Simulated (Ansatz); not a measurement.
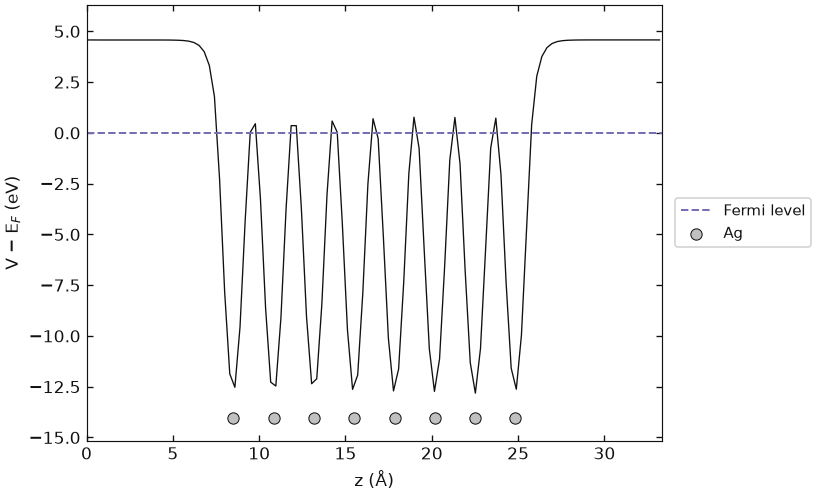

Plane-averaged electrostatic potential energy of an electron across the slab; circles at the bottom mark the heights of the atoms (positions after relaxation).

Structure: a (001) slab cut from Ag (P6_3/mmc), 8 atoms in the cell; a = 2.87 Å, b = 2.87 Å, c = 33.34 Å, α = 90.00°, β = 90.00°, γ = 120.00°.

Ansatz 0.2.0; DFT PBEsol, scalar-relativistic, plane waves, PAW, no spin polarisation, 12×12×1 k mesh, Gaussian smearing of 0.1 eV.

Read off the work function of each face.

The work function is 4.58 eV, the same on both faces. The two vacuum levels agree, so the slab has no net dipole along its normal.

How thick are slab and vacuum?

The outermost atoms are 16.3 Å apart, which leaves 17.0 Å of vacuum in a cell 33.3 Å high.
